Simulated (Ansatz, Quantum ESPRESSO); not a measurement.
# Evanescent states of KBr, rock salt type, lattice constant set to 6.796 Å, part 4 of 4

Wanted: the complex band structure of KBr, rock salt type, lattice constant set to 6.796 Å, as for a tunnel barrier.

Quantum ESPRESSO 7.5; plane-wave DFT, LDA, PseudoDojo norm-conserving pseudopotentials; cross-check by Ansatz 0.2.0 with PAW datasets.

So far. Step 2 (Ground state): The run needed 8 iterations to bring the estimated error under 1e-09 Ry. Step 5 (Complex bands with pwcond.x, with ikind = 1): The message: “do_cond (1): different cut-offs on left lead and scattering region”. ikind = 1 needs a scattering region, which this input doesn't give; ikind = 0 solves the crystal alone.

### Step 6. Cross-check with Ansatz (continued)

Level of this step: plane-wave DFT, LDA, Ansatz PAW (Ansatz).

K across = (0, 0) in the cell's reciprocal vectors; values within 0.0025 1/Å of each other count once, columns are sorted by size at each energy, a dash where no further value was kept. Table of Im kz of the slowest decaying states by energy, zero at the highest filled level of the SCF mesh:

```tsv
energy (eV)	decay 1 (Å⁻¹)	decay 2 (Å⁻¹)	decay 3 (Å⁻¹)
-0.96	0.293	0.912	1.36
0.00	0.00477	0.0092	0.475
0.96	0.290	0.537	0.622
1.92	0.313	0.551	0.678
2.88	0.263	0.542	0.669
4.08	0.506	0.612	0.687
5.04	0.435	0.456	0.535
6.00	0.379	0.423	0.528
6.96	0.230	0.234	0.393
```

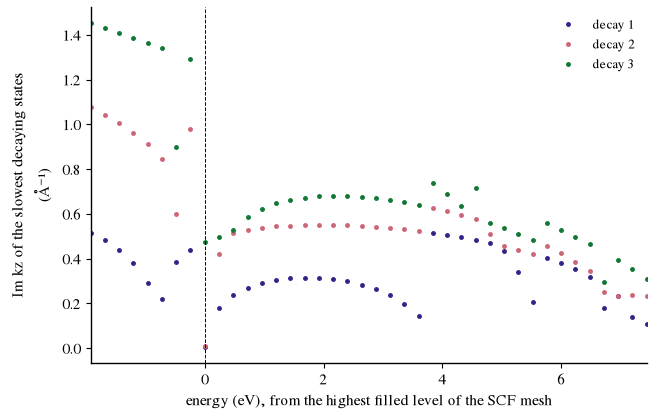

Im kz of the slowest decaying states, plotted against energy.

K across = (0, 0) in the cell's reciprocal vectors. Table of Re kz of states that move upwards by energy, zero at the highest filled level of the SCF mesh:

```tsv
energy (eV)	channel 1 (Å⁻¹)	channel 2 (Å⁻¹)	channel 3 (Å⁻¹)
2.88	-	-	-
4.08	0.166	-	-
5.04	0.416	-	-
6.00	-0.278	0.338	-
6.96	-0.224	-	-
```

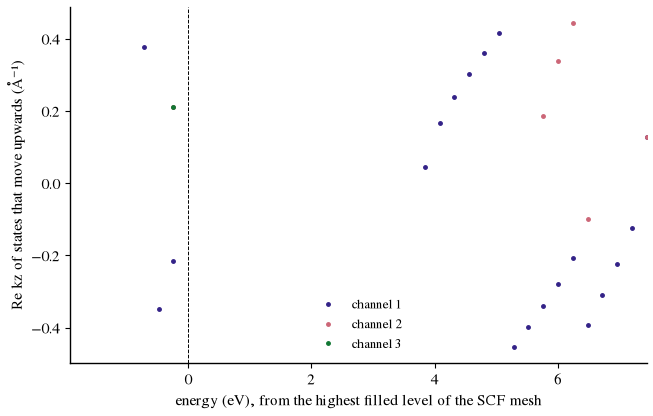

Re kz of states that move upwards, plotted against energy.

K across = (1/2, 0) in the cell's reciprocal vectors; values within 0.0025 1/Å of each other count once, columns are sorted by size at each energy, a dash where no further value was kept. The Im kz of the slowest decaying states by energy, zero at the highest filled level of the SCF mesh:

```tsv
energy (eV)	decay 1 (Å⁻¹)	decay 2 (Å⁻¹)	decay 3 (Å⁻¹)
-1.92	0.463	1.03	1.05
-1.44	0.337	0.969	-
-0.72	0.160	0.790	0.831
-0.24	0.266	0.406	0.613
0.00	0.556	0.683	-
0.24	0.603	0.760	1.49
0.72	0.591	0.711	0.827
1.44	0.569	0.793	0.861
1.92	0.566	0.808	0.865
2.40	0.562	0.813	0.860
3.12	0.551	0.810	0.841
3.60	0.540	0.808	0.821
4.08	0.528	0.798	0.834
4.80	0.509	0.753	0.773
5.28	0.501	0.685	0.717
5.76	0.502	0.554	0.676
6.24	0.0312	0.486	0.628
6.96	0.105	0.415	0.540
7.44	0.340	0.464	0.619
```

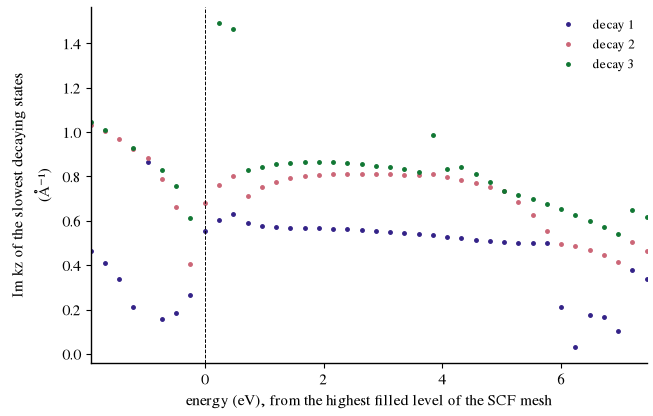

Im kz of the slowest decaying states against energy.

K across = (1/2, 1/2) in the cell's reciprocal vectors; values within 0.0025 1/Å of each other count once, columns are sorted by size at each energy, a dash where no further value was kept. Im kz of the slowest decaying states against energy, zero at the highest filled level of the SCF mesh:

```tsv
energy (eV)	decay 1 (Å⁻¹)	decay 2 (Å⁻¹)	decay 3 (Å⁻¹)
-1.92	0.540	1.02	-
-1.20	0.428	0.615	1.14
-0.48	0.00693	1.19	-
0.00	0.271	0.334	1.20
0.24	0.336	0.421	1.21
0.96	0.422	0.527	1.21
1.68	0.452	0.553	1.20
2.40	0.458	0.542	1.19
3.12	0.448	0.508	1.17
3.84	0.425	0.450	1.15
4.56	0.364	0.386	1.10
5.28	0.221	0.327	0.997
6.00	0.230	0.887	1.05
6.72	0.762	1.02	1.09
7.44	0.614	0.980	1.19
```

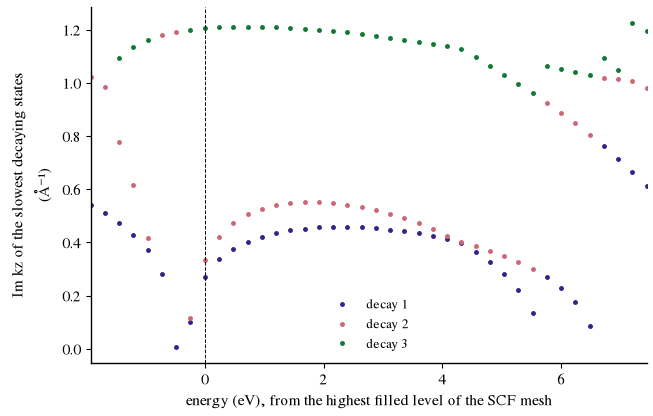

Im kz of the slowest decaying states, plotted against energy.

K across = (1/4, 0) in the cell's reciprocal vectors; values within 0.0025 1/Å of each other count once, columns are sorted by size at each energy, a dash where no further value was kept. Im kz of the slowest decaying states against energy, zero at the highest filled level of the SCF mesh:

```tsv
energy (eV)	decay 1 (Å⁻¹)	decay 2 (Å⁻¹)	decay 3 (Å⁻¹)
-0.96	0.187	0.890	0.904
0.00	0.289	0.362	0.581
0.96	0.397	0.565	0.641
1.92	0.415	0.568	0.687
2.88	0.389	0.556	0.671
4.08	0.272	0.519	0.601
5.04	0.471	0.512	0.592
6.00	0.370	0.390	0.403
6.96	0.107	0.293	0.329
```

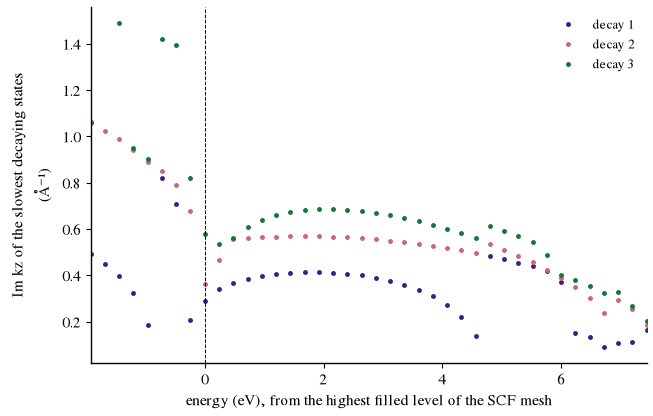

Im kz of the slowest decaying states, plotted against energy.

### Step 7. A check by hand

T falls as exp(−2κd). With κ = 0.313 1/Å, 10 Å of barrier pass exp(−2 × 0.313 × 10) = 0.0019 of that channel, interfaces aside.

### Step 8. Results

```json
{
  "gap on the SCF mesh": "3.82 eV",
  "smallest κ at mid-gap among the four k points, at the zone centre": "0.313 Å⁻¹",
  "peak of the smallest κ in the stop band at the zone centre": "0.315 Å⁻¹",
  "peak of the smallest κ in the stop band at (1/2, 0)": "0.632 Å⁻¹",
  "peak of the smallest κ in the stop band at (1/2, 1/2)": "0.458 Å⁻¹",
  "peak of the smallest κ in the stop band at (1/4, 0)": "0.415 Å⁻¹",
  "energy of the peak at the zone centre, over the highest filled level": "1.68 eV",
  "peak at the zone centre by Ansatz": "0.315 Å⁻¹"
}
```

**Reading.** With a gap of 3.82 eV on the mesh, the smallest κ at mid-gap among the four k points, at the zone centre is 0.313 Å⁻¹ (LDA, PseudoDojo norm-conserving). For a barrier with the Fermi level at mid-gap the slowest state found, at the zone centre, loses a factor of ten in probability every 3.7 Å or so. Stop bands away from the zone centre are mostly wider than the gap, so their peaks can lie above the conduction bottom. At the zone centre pwcond's peak is 0.315 and Ansatz's 0.315 1/Å, 0 % apart. The cell is the a/√2 one, turned by 45°, with two primitive cells, so X along [001] folds onto kz = 0. A semilocal gap is too small, often by a third to a half and by more in narrow-gap crystals, so real barriers decay faster. Spin-orbit coupling is left out; depending on the atoms that carry the levels of interest, it can split and shift them by tens to hundreds of meV.

[Logs are printed without paths, hosts, clocks, repeated set-up lines and the standing remarks that a program may print on its own settings, such as how far it seeks lower states.]

[Hosts, paths, dates, database ids (printed as entryN), source tags and the programs' standing remarks are cut or masked in the printed files.]

[Maps of the electrostatic potential energy from Ansatz leave out the sawtooth potential of an applied field or a dipole correction, so their vacuum need not be flat; planar profiles and work functions include it.]
